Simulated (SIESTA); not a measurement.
## A series of single points on CdTe

System: CdTe (2 atoms in the cell).
Method: Kohn-Sham DFT of a periodic cell, PBEsol, PseudoDojo 0.4 standard, converted to PSML, no spin polarisation (SIESTA 5.4.2).

The 7 runs differ only in the geometry, by an even scaling of the cell at fixed fractional positions. The structure derives from an entry of the Crystallography Open Database.

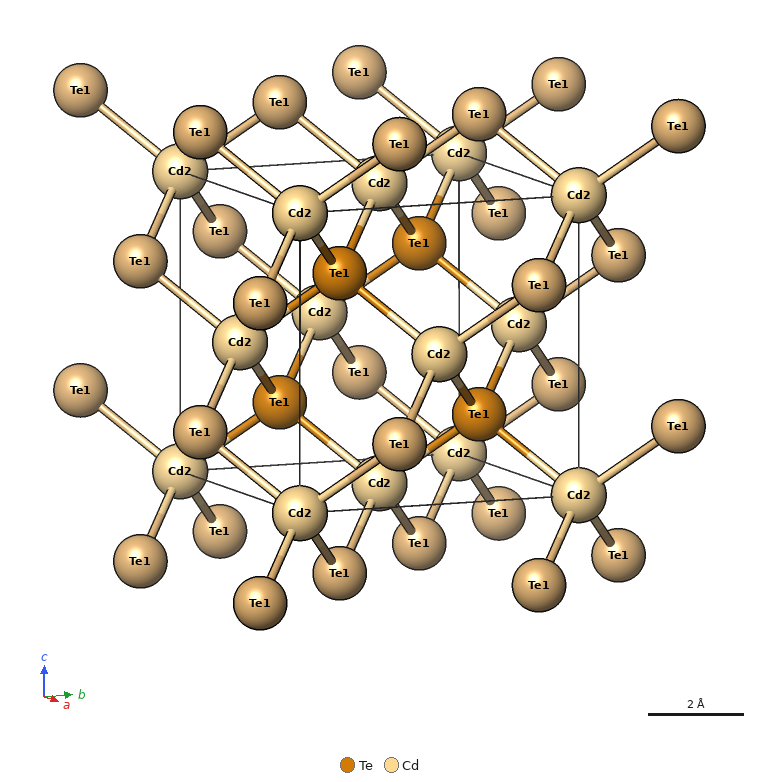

Figure 1. The structure of run 4 (ball-and-stick view of the cell 4 times as large as that of the calculation, set on its symmetry axes, seen slightly off an axis; neighbours outside the cell are drawn fainter; atoms are numbered from 1 in the order of the input).

### Input of run 4
```
SystemName                      CdTe
SystemLabel                     CdTe
NumberOfSpecies                 2
NumberOfAtoms                   2
%block ChemicalSpeciesLabel
  1  52 Te
  2  48 Cd
%endblock ChemicalSpeciesLabel

LatticeConstant                 1.0 Ang
%block LatticeVectors
     0.0000000000     3.2050000000     3.2050000000
     3.2050000000     0.0000000000     3.2050000000
     3.2050000000     3.2050000000     0.0000000000
%endblock LatticeVectors
AtomicCoordinatesFormat         Fractional
%block AtomicCoordinatesAndAtomicSpecies
     0.7500000000     0.7500000000     0.7500000000  1  Te
     0.0000000000     0.0000000000     0.0000000000  2  Cd
%endblock AtomicCoordinatesAndAtomicSpecies

%block kgrid.MonkhorstPack
    7   0   0  0.0
    0   7   0  0.0
    0   0   7  0.0
%endblock kgrid.MonkhorstPack
XC.Functional                   GGA
XC.Authors                      PBEsol
PAO.BasisSize                   DZP
PAO.EnergyShift                 0.002 Ry
Mesh.Cutoff                     800 Ry
OccupationFunction              FD
ElectronicTemperature           0.05 eV
MaxSCFIterations                120
SCF.MustConverge                false
SCF.Mixer.Method                Pulay
SCF.Mixer.Weight                0.25
SCF.Mixer.History               8
SCF.DM.Tolerance                5.0e-05
SCF.H.Tolerance                 1.0e-03 eV
WriteForces                     true
Charge.Mulliken                 end
```

Command:
```bash
siesta < CdTe.fdf > CdTe.out 2>&1
```

Run 2 differs from it as follows:
```diff
-     0.0000000000     3.2050000000     3.2050000000
-     3.2050000000     0.0000000000     3.2050000000
-     3.2050000000     3.2050000000     0.0000000000
+     0.0000000000     3.1616838793     3.1616838793
+     3.1616838793     0.0000000000     3.1616838793
+     3.1616838793     3.1616838793     0.0000000000
```

### Results, with one run withheld

```tsv
run	volume per atom (Å³)	free energy per atom, from the lowest run given (meV)	pressure (GPa)	gap on the mesh (eV)
1	30.947	57.82	6.02	1.35
2	31.605	?	?	?
3	32.263	20.16	3.24	1.18
4	32.922	9.19	2.12	1.09
5	33.580	2.58	1.11	1.01
6	34.239	0.00	0.17	0.93
7	34.897	1.51	−0.68	0.86
```

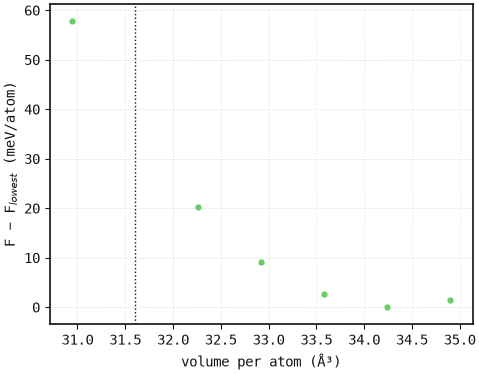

Figure 2. Free energy per atom of the runs given; the dotted line marks run 2.

What should run 2 give?

A cubic polynomial in V^(−2/3) (the Birch–Murnaghan form), fitted to the 6 runs given, misses them by at most 0.11 meV per atom. With x = V^(−2/3) − 0.09701 Å⁻², it reads F = 6.9456 + 5900.6 x + 1.2614e+06 x² − 2.3883e+06 x³ (meV per atom). At run 2 it gives 36.30 meV per atom, and the run itself gives 36.13. The slope of the fit gives a pressure −dF/dV of 4.55 GPa there, and the run prints 4.56 GPa. The fit has its minimum at 34.322 Å³ per atom, where V d²F/dV² gives 47.5 GPa: the bulk modulus at this level, since symmetry fixes the shape and the positions. The gap on the mesh goes, without turning, from 1.35 eV in run 1 to 0.86 eV in run 7; run 2 has 1.26 eV. These are gaps of this functional on this mesh, which can miss the band edges; they aren't the measured gap.

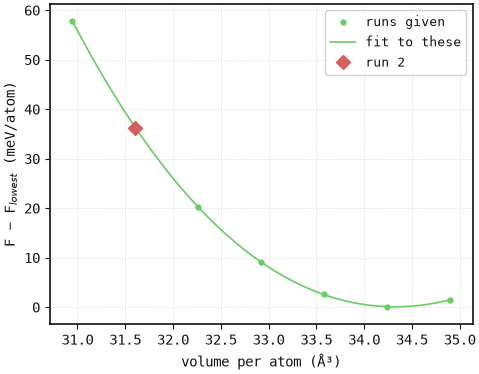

Figure 3. The fit and the withheld run.

### Some lines of the output (run 2)
```
[...]
outcell: Cell volume (Ang**3)        :     63.2099
stepf: Fermi-Dirac step function
siesta: Etot    =     -7614.876407
siesta: FreeEng =     -7614.876407
        iscf     Eharris(eV)        E_KS(eV)     FreeEng(eV)     dDmax    Ef(eV) dHmax(eV)
siesta: E_KS(eV) =            -7616.0338
siesta: E_KS - E_eggbox =     -7616.0338
siesta: Etot    =     -7616.033832
siesta: FreeEng =     -7616.033832
siesta:         Fermi =      -3.819464
siesta: Cell volume =         63.209933 Ang**3
    Orbital volume contribution        =           1.985221 eV
```

Notes: Points of doubt noted for this run: mulliken charges of long orbitals. With a small basis of atomic orbitals these values can differ much from converged plane-wave results.
